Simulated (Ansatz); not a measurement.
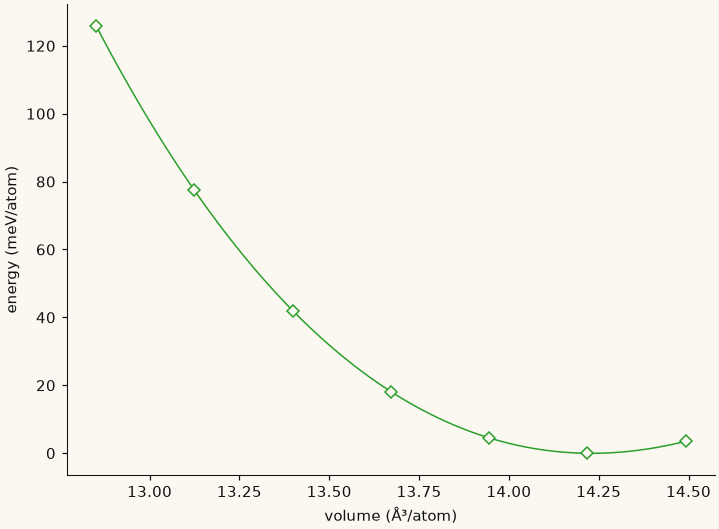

The picture above shows the energy against volume.

Method: plane-wave DFT, no spin polarisation; energies at scaled volumes of the given cell, shape and fractions fixed, counted from the fit's minimum, third-order Birch-Murnaghan fit (Ansatz 0.2.0). Level: revPBE.

Question: For which of these solids was it computed?
A. Rh, Fm-3m (No. 225)
B. BaTiO₃, P4mm (No. 99)
C. Mg, P6_3/mmc (No. 194)

Answer: A, Rh: energy from 0 meV/atom to 126 meV/atom, V0 14.23 Å³/atom, B0 245 GPa. The others give: Mg, energy from 0.04 meV/atom to 15.96 meV/atom, V0 23.61 Å³/atom, B0 33.9 GPa; BaTiO₃, energy from 0.17 meV/atom to 62.51 meV/atom, V0 13.3 Å³/atom, B0 151 GPa.

For BaTiO₃, limits of the calculation: the functional was run on potentials made for another functional; shape and atomic fractions are frozen while scaling, which makes layered, chain and framework solids too stiff.

For Mg, limits of the calculation: the functional was run on potentials made for another functional; shape and atomic fractions are frozen while scaling, which makes layered, chain and framework solids too stiff.

For Rh, limits of the calculation: the functional was run on potentials made for another functional.
